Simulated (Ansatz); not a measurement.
**W₁₇S₃₂ (cell with a defect): density, localisation and related maps**

The calculation's input:

```
crystal:
  lattice:
    - [12.6388667674, 0.0, 0.0]
    - [-6.3194333837, -10.9455796956, 0.0]
    - [0.0, 0.0, -16.9394672175]
  atoms:
    - { symbol: W, position: [0.9166666667, 0.5833333333, 0.0] }
    - { symbol: W, position: [0.1666666667, 0.5833333333, 0.0] }
    - { symbol: W, position: [0.9166666667, 0.3333333333, 0.0] }
    - { symbol: W, position: [0.4166666667, 0.5833333333, 0.0] }
    - { symbol: W, position: [0.1666666667, 0.3333333333, 0.0] }
    - { symbol: W, position: [0.9166666667, 0.0833333333, 0.0] }
    - { symbol: W, position: [0.6666666667, 0.5833333333, 0.0] }
    - { symbol: W, position: [0.4166666667, 0.3333333333, 0.0] }
    - { symbol: W, position: [0.1666666667, 0.0833333333, 0.0] }
    - { symbol: W, position: [0.9166666667, 0.8333333333, 0.0] }
    - { symbol: W, position: [0.6666666667, 0.3333333333, 0.0] }
    - { symbol: W, position: [0.4166666667, 0.0833333333, 0.0] }
    - { symbol: W, position: [0.1666666667, 0.8333333333, 0.0] }
    - { symbol: W, position: [0.6666666667, 0.0833333333, 0.0] }
    - { symbol: W, position: [0.4166666667, 0.8333333333, 0.0] }
    - { symbol: W, position: [0.6666666667, 0.8333333333, 0.0] }
    - { symbol: S, position: [0.0833333333, 0.6666666667, 0.0930373794] }
    - { symbol: S, position: [0.3333333333, 0.6666666667, 0.0930373794] }
    - { symbol: S, position: [0.0833333333, 0.4166666667, 0.0930373794] }
    - { symbol: S, position: [0.5833333333, 0.6666666667, 0.0930373794] }
    - { symbol: S, position: [0.3333333333, 0.4166666667, 0.0930373794] }
    - { symbol: S, position: [0.0833333333, 0.1666666667, 0.0930373794] }
    - { symbol: S, position: [0.8333333333, 0.6666666667, 0.0930373794] }
    - { symbol: S, position: [0.5833333333, 0.4166666667, 0.0930373794] }
    - { symbol: S, position: [0.3333333333, 0.1666666667, 0.0930373794] }
    - { symbol: S, position: [0.0833333333, 0.9166666667, 0.0930373794] }
    - { symbol: S, position: [0.8333333333, 0.4166666667, 0.0930373794] }
    - { symbol: S, position: [0.5833333333, 0.1666666667, 0.0930373794] }
    - { symbol: S, position: [0.3333333333, 0.9166666667, 0.0930373794] }
    - { symbol: S, position: [0.8333333333, 0.1666666667, 0.0930373794] }
    - { symbol: S, position: [0.5833333333, 0.9166666667, 0.0930373794] }
    - { symbol: S, position: [0.8333333333, 0.9166666667, 0.0930373794] }
    - { symbol: S, position: [0.0833333333, 0.6666666667, 0.9069626206] }
    - { symbol: S, position: [0.3333333333, 0.6666666667, 0.9069626206] }
    - { symbol: S, position: [0.0833333333, 0.4166666667, 0.9069626206] }
    - { symbol: S, position: [0.5833333333, 0.6666666667, 0.9069626206] }
    - { symbol: S, position: [0.3333333333, 0.4166666667, 0.9069626206] }
    - { symbol: S, position: [0.0833333333, 0.1666666667, 0.9069626206] }
    - { symbol: S, position: [0.8333333333, 0.6666666667, 0.9069626206] }
    - { symbol: S, position: [0.5833333333, 0.4166666667, 0.9069626206] }
    - { symbol: S, position: [0.3333333333, 0.1666666667, 0.9069626206] }
    - { symbol: S, position: [0.0833333333, 0.9166666667, 0.9069626206] }
    - { symbol: S, position: [0.8333333333, 0.4166666667, 0.9069626206] }
    - { symbol: S, position: [0.5833333333, 0.1666666667, 0.9069626206] }
    - { symbol: S, position: [0.3333333333, 0.9166666667, 0.9069626206] }
    - { symbol: S, position: [0.8333333333, 0.1666666667, 0.9069626206] }
    - { symbol: S, position: [0.5833333333, 0.9166666667, 0.9069626206] }
    - { symbol: S, position: [0.8333333333, 0.9166666667, 0.9069626206] }
    - { symbol: W, position: [0.0, 0.0, 0.5] }
  host:
    lattice:
      - [3.1597166919, 0.0, 0.0]
      - [-1.5798583459, 2.7363949239, 0.0]
      - [0.0, 0.0, 16.9394672175]
    atoms:
      - { symbol: W, position: [0.3333333333, 0.6666666667, 0.0] }
      - { symbol: S, position: [0.6666666667, 0.3333333333, 0.9069626206] }
      - { symbol: S, position: [0.6666666667, 0.3333333333, 0.0930373794] }
basis:
  ecutwfc: 420
  xc_grid: 2
kpoints:
  mp_grid: { grid: [2, 2, 2], shift: [0.0, 0.0, 0.0] }
hamiltonian:
  xc: pbe
  dispersion: d3bj
scf:
  occupations: { method: gaussian, width: 0.01 }
output:
  forces: true
  stress: false
  eigenvalues: true
  charged_corrections:
    defect_position: [0.0, 0.0, 0.5]
    epsilon: [[5.6102, 0.0, 0.0], [0.0, 5.6102, 0.0], [0.0, 0.0, 1.4325]]
  write_density: true
  write_potential: true
  elf: true
  volumetric_format: npy
relax:
  adjacent_minimum: "off"
  f_tol: 0.025
  max_steps: 45
```

Run with:

```sh
ansatz run input.yaml --threads 4 --pin off --max-ram 6144MiB --backend cpu --events-out ev --progress --plain --runs-dir out
```

The fields are those of the relaxed geometry.

The SCF solution may not be the lowest one.

Method: Ansatz 0.2.0, DFT PBE+D3(BJ), scalar-relativistic, plane waves, PAW.

The density is the valence pseudo-density of a PAW calculation; it isn't the true density close to the nuclei.

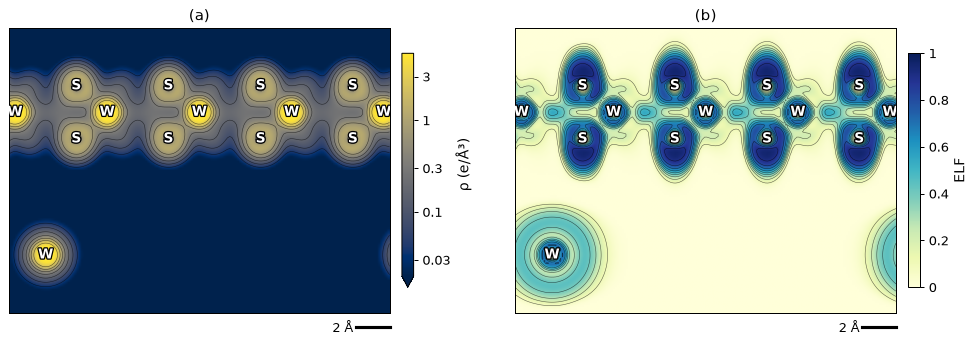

Figure 1. (a) valence electron density; (b) ELF on the (110) plane of the calculation cell, a cut from vacuum to vacuum.

**Interpret the plot.**

- The section cuts through W and S sites.
- W–S (2.41 Å): ρ at the midpoint is about 0.63 e/Å³; the ELF peaks at about 0.85 in the valence shell of S, 0.8 Å from its nucleus, and is about 0.50 at the midpoint.
- The density dies away to nearly zero in the vacuum.
- The features right at W lie inside the PAW spheres, where the map follows smoothed inner orbitals and isn't to be read closely.

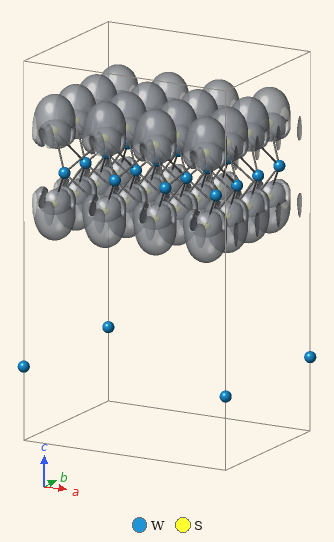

Figure 2. Isosurface of the ELF at 0.8 (grey), seen slightly off an axis. Only the valence region is drawn (cores and ρ < 0.01 e/Å³ removed). Sticks mark near contacts.

**What do the ELF domains correspond to?**

At this value the surface marks out 32 regions wrapped around S (the valence shell of each), counted in one cell of 49 atoms. Counts are for one cell; the picture repeats the cell along the surface.
